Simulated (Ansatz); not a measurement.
# What a change does: single-point calculation on Cu

System: Cu (I4/mmm, 1 atom in the cell).
Method of run A: DFT PBEsol, scalar-relativistic, plane waves, PAW, no spin polarisation (Ansatz 0.2.0).

The structure derives from a Materials Project entry. Text and figures count atoms from 1; the logs count them from 0 in places.

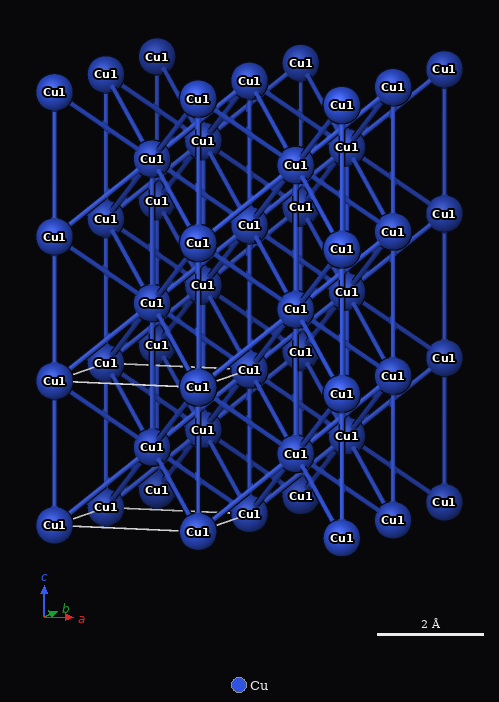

Figure 1. The structure (ball-and-stick view of the cell 2 times as large as that of the calculation, set on its symmetry axes, repeated 2 × 2 × 3, seen slightly off an axis; atoms are numbered from 1 in the order of the input). An atom can appear more than once, as a periodic image.

### Input file, run A
```yaml
crystal:
  lattice:
    - [-1.44279332, 1.44279332, 1.37608145]
    - [1.44279332, -1.44279332, 1.37608145]
    - [1.44279332, 1.44279332, -1.37608145]
  atoms:
    - { symbol: Cu, position: [0.0, 0.0, 0.0] }
basis:
  ecutwfc: 420
kpoints:
  mp_grid: { grid: [20, 20, 20] }
hamiltonian:
  xc: pbesol
scf:
  occupations: { method: gaussian, width: 0.1 }
output:
  forces: true
  stress: true
  eigenvalues: true
  populations: true
```

Launched with:
```bash
ansatz run input.yaml --threads 1 --pin off --max-ram 2560MiB --backend cpu --events-out ev --progress --plain --runs-dir out
```

Hardware: 1 thread of AMD EPYC (Zen 3), 32 GiB of memory available, shared host.

### Output, shortened to warnings, some set-up lines, iterations and results (run A)
```
Basis set: ecut = 420 eV, 225 PW (Γ), exchange–correlation on 36×36×36 points (8 copies of the dense FFT grid, shifted against one another)
Symmetry: 16 space group operations
k-points: 641 of 8000
Initial density: superposition of atomic densities (neutral atoms: chi_scale 0, normalization atom), corrected by the library's trained network
[...]
SCF iter   1: F=—  HF=-6588.739666 eV  |F-HF|=—  |Δ(HF+E_count)|=         —  Δρ=2.20e-2  dr2=2.88e-2  ethr=1.77e-3  ⟨swp⟩=5.4  Hψ=44940  notcnv=0
SCF iter   2: F=—  HF=-6588.733050 eV  |F-HF|=—  |Δ(HF+E_count)|=   6.62e-3  Δρ=9.27e-4  dr2=3.34e-5  ethr=1.51e-4  ⟨swp⟩=2.9  Hψ=19436  notcnv=0  defer=251
SCF iter   3: F=—  HF=-6588.733050 eV  |F-HF|=—  |Δ(HF+E_count)|=   2.28e-7  Δρ=1.06e-3  dr2=5.25e-5  ethr=1.76e-7  ⟨swp⟩=2.0  Hψ=14843  notcnv=0  defer=251
SCF iter   4: F=—  HF=-6588.733082 eV  |F-HF|=—  |Δ(HF+E_count)|=   3.20e-5  Δρ=1.04e-4  dr2=5.03e-7  ethr=1.76e-7  ⟨swp⟩=1.0  Hψ=8711  notcnv=0  defer=251
SCF iter   5: F=-6588.733082 eV  HF=-6588.733082 eV  |F-HF|=6.58e-10  |Δ(HF+E_count)|=   1.97e-8  Δρ=5.27e-6  dr2=1.44e-9  ethr=2.65e-9  ⟨swp⟩=1.5  Hψ=10738  notcnv=0  …
SCF iter   6: F=-6588.733082 eV  HF=-6588.733082 eV  |F-HF|=9.09e-13  |Δ(HF+E_count)|=   1.40e-9  Δρ=1.85e-7  dr2=1.18e-12  ethr=7.56e-12  ⟨swp⟩=3.1  Hψ=29520  notcnv=0
SCF 1 converged in 6 iterations: F = -6588.733082 eV  dr2 = 1.18e-12
SCF converged after 6 iterations
Free energy (F): -6588.733082 eV
Harris-Foulkes:  -6588.733082 eV  (|F-HF|=9.09e-13)
Internal energy: -6588.730894 eV  (E = F + TS)
E sigma→0 (E₀):  -6588.731988 eV
Entropy (-TS):   -0.002188 eV (-2.188 meV/atom)
Fermi energy:    17.251171 eV
--- Per-component energies (eV) ---
  E_band       = -350.322871
  E_kinetic    = 300.466495
  E_local      = -3993.437354  (includes V_loc(G=0)·N_el)
  E_nonlocal   = 391.317559
  E_hartree    = 1757.953931
  E_xc         = -89.264780
  E_vxc        = -115.707426  (∫ρ·V_xc dr)
  E_paw        = -1626.038551  (= ΣΔE_a)
  E_vpaw       = -448.870322  (= ΣTr[D̂ρ^β])
  E_aug_tail   = 0.000255  (compensation charges beyond the density's cutoff)
  E_ewald      = -3329.934651
  E_core_change = 0.206202  (= ΣΔE_core)
  E_smearing   = -0.002188  (= −TS)
  E_closure    = -0.000000  (closes the sum)
  Σ components = -6588.733082   (vs F -6588.733082, Δ=0.00e0)
--- Forces (eV/Å), atoms counted from 1 ---
  atom   1  Cu     0.00000000     0.00000000    -0.00000000
  max |Σ_I F_I| component: 1.36e-31 eV/Å
--- Stress (GPa, compression-positive) ---
       -1.239767       0.000000       0.000000
        0.000000      -1.239767       0.000000
        0.000000       0.000000      -1.793342
  P = ⅓ Tr σ = -1.4243 GPa (-14.243 kbar)
--- Löwdin populations: 1 site ---
  site symbol       q [e]
     0     Cu     18.8278
  spilling = 0.009065 (of n_electrons = 19.000000)
```

The input of run B differs as follows (lines with − go, lines with + come):
```diff
-  mp_grid: { grid: [20, 20, 20] }
+  mp_grid: { grid: [8, 8, 8] }
-  populations: true
```

Predict how the results change.

The free energy of run B is 35.1 meV per atom higher, which measures how much it depends on this numerical setting. The pressure goes from −1.42 to −1.23 GPa. The number of SCF iterations is the same. The irreducible k-points go from 641 to 59.

### Output, shortened to warnings, some set-up lines, iterations and results (run B)
```
Basis set: ecut = 420 eV, 225 PW (Γ), exchange–correlation on 36×36×36 points (8 copies of the dense FFT grid, shifted against one another)
Symmetry: 16 space group operations
k-points: 59 of 512
Initial density: superposition of atomic densities (neutral atoms: chi_scale 0, normalization atom), corrected by the library's trained network
[...]
SCF iter   1: F=—  HF=-6588.705146 eV  |F-HF|=—  |Δ(HF+E_count)|=         —  Δρ=2.29e-2  dr2=3.16e-2  ethr=1.77e-3  ⟨swp⟩=5.4  Hψ=4119  notcnv=0
SCF iter   2: F=—  HF=-6588.697981 eV  |F-HF|=—  |Δ(HF+E_count)|=   7.17e-3  Δρ=1.12e-3  dr2=3.07e-5  ethr=1.66e-4  ⟨swp⟩=2.8  Hψ=1763  notcnv=0  defer=21
SCF iter   3: F=—  HF=-6588.697987 eV  |F-HF|=—  |Δ(HF+E_count)|=   6.16e-6  Δρ=1.15e-3  dr2=6.40e-5  ethr=1.62e-7  ⟨swp⟩=2.1  Hψ=1380  notcnv=0  defer=21
SCF iter   4: F=—  HF=-6588.698015 eV  |F-HF|=—  |Δ(HF+E_count)|=   2.77e-5  Δρ=1.52e-4  dr2=1.12e-6  ethr=1.62e-7  ⟨swp⟩=1.0  Hψ=804  notcnv=0  defer=21
SCF iter   5: F=-6588.698015 eV  HF=-6588.698015 eV  |F-HF|=2.17e-9  |Δ(HF+E_count)|=   1.81e-7  Δρ=1.02e-5  dr2=5.31e-9  ethr=5.89e-9  ⟨swp⟩=1.0  Hψ=805  notcnv=0  defer=21
SCF iter   6: F=-6588.698015 eV  HF=-6588.698015 eV  |F-HF|=1.82e-12  |Δ(HF+E_count)|=   4.34e-9  Δρ=4.05e-7  dr2=7.52e-12  ethr=2.80e-11  ⟨swp⟩=3.1  Hψ=2855  notcnv=0
SCF 1 converged in 6 iterations: F = -6588.698015 eV  dr2 = 7.52e-12
SCF converged after 6 iterations
Free energy (F): -6588.698015 eV
Harris-Foulkes:  -6588.698015 eV  (|F-HF|=1.82e-12)
Internal energy: -6588.692721 eV  (E = F + TS)
E sigma→0 (E₀):  -6588.695368 eV
Entropy (-TS):   -0.005294 eV (-5.294 meV/atom)
Fermi energy:    17.327257 eV
--- Per-component energies (eV) ---
  E_band       = -350.427409
  E_kinetic    = 300.426798
  E_local      = -3993.213575  (includes V_loc(G=0)·N_el)
  E_nonlocal   = 391.308559
  E_hartree    = 1757.773660
  E_xc         = -89.257589
  E_vxc        = -115.697832  (∫ρ·V_xc dr)
  E_paw        = -1626.002381  (= ΣΔE_a)
  E_vpaw       = -448.799147  (= ΣTr[D̂ρ^β])
  E_aug_tail   = 0.000255  (compensation charges beyond the density's cutoff)
  E_ewald      = -3329.934651
  E_core_change = 0.206202  (= ΣΔE_core)
  E_smearing   = -0.005294  (= −TS)
  E_closure    = -0.000000  (closes the sum)
  Σ components = -6588.698015   (vs F -6588.698015, Δ=0.00e0)
--- Forces (eV/Å), atoms counted from 1 ---
  atom   1  Cu     0.00000000     0.00000000     0.00000000
  max |Σ_I F_I| component: 1.48e-31 eV/Å
--- Stress (GPa, compression-positive) ---
       -1.386785       0.000000       0.000000
        0.000000      -1.386785       0.000000
        0.000000       0.000000      -0.918537
  P = ⅓ Tr σ = -1.2307 GPa (-12.307 kbar)
```

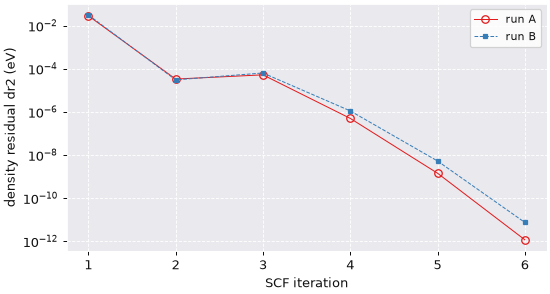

Figure 2. Convergence of the two runs: density residual dr2 against the SCF iteration. Run A takes 6 iterations in all, and run B takes 6.

### The two runs side by side

| quantity | run A | run B |
| --- | --- | --- |
| outcome | converged | converged |
| free energy per atom (eV) | −6588.7331 | −6588.6980 |
| energy per atom, smearing taken to zero (eV) | −6588.7320 | −6588.6954 |
| gap on the mesh (eV) | 0.00 | 0.00 |
| pressure (GPa) | −1.42 | −1.23 |
| largest force (eV/Å) | 0.000 | 0.000 |
| SCF iterations | 6 | 6 |
| irreducible k-points | 641 | 59 |
| plane waves at Γ | 225 | 225 |
| wall time (shared host) | 7.7 s | 0.99 s |
